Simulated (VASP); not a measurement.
The cell below is BN in space group Cc. Origin of the cell: a cell listed in the Materials Project, as set up for an electronic-structure calculation.

```cif
data_structure
_symmetry_space_group_name_H-M 'Cc'
_symmetry_Int_Tables_number 9
_cell_length_a 3.2876
_cell_length_b 9.4311
_cell_length_c 4.3486
_cell_angle_alpha 90.000
_cell_angle_beta 105.922
_cell_angle_gamma 90.000
_cell_volume 129.66
loop_
_atom_site_label
_atom_site_type_symbol
_atom_site_symmetry_multiplicity
_atom_site_Wyckoff_symbol
_atom_site_fract_x
_atom_site_fract_y
_atom_site_fract_z
_atom_site_occupancy
N1 N 4 a 0.44585 0.93406 0.82109 1
N2 N 4 a 0.58204 0.80370 0.34078 1
B1 B 4 a 0.37060 0.80640 0.99182 1
B2 B 4 a 0.50041 0.93399 0.50020 1
```

Hard-sphere model; Shannon crystal radii (six-coordinate where tabulated): N 1.32 Å, B 0.41 Å.

Question: Find the largest hole by geometry, and further ones that a grid search gives (radius above 0.15 Å; smaller ones may be missed, and maxima closer than 0.25 Å are merged).

Answer:
```tsv
hole	site	x, y, z	radius (Å)	nearest atoms	shape
V1	4a	0.516, 0.594, 0.658	0.73	4 N (then 2 N)	4-coordinate
V2	4a	0.047, 0.908, 0.103	0.71	4 N (then 2 N + 1 B)	4-coordinate
V3	4a	0.408, 0.541, 0.718	0.66	4 N	distorted tetrahedral
V4	4a	0.985, 0.962, 0.429	0.64	4 N	distorted tetrahedral
V5	4a	0.599, 0.590, 0.887	0.61	4 N (then 1 B)	4-coordinate
```

Nearest atoms are those whose sphere lies within 0.15 Å of the hole's sphere; in brackets, those within 0.5 Å. The largest sphere that fits anywhere has a diameter of 1.47 Å; the largest that can travel through the crystal, about 1.1 Å.

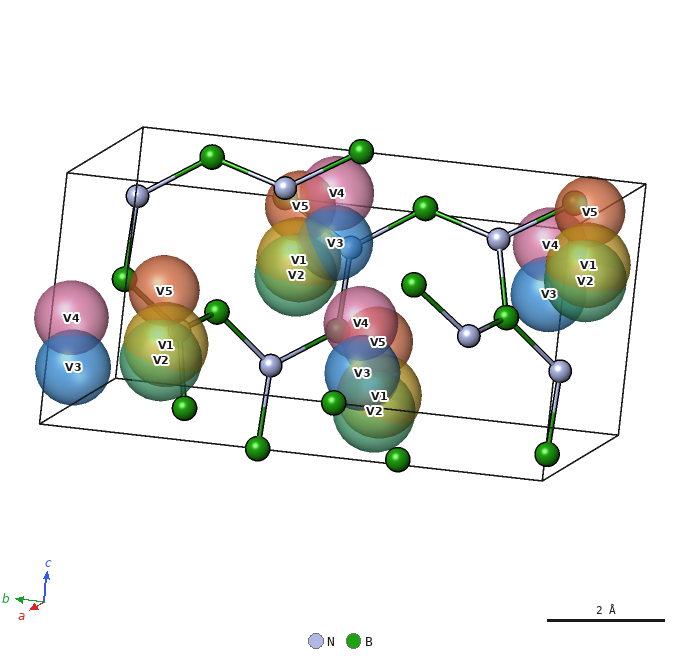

Translucent spheres (V1, V2, V3, V4, V5) fill the 5 holes listed first by a grid search for holes with a radius above 0.15 Å (the largest is sure; smaller ones may be missed, and maxima closer than 0.25 Å are merged) at their true size; atoms are drawn smaller than their model radii. View from a free direction.
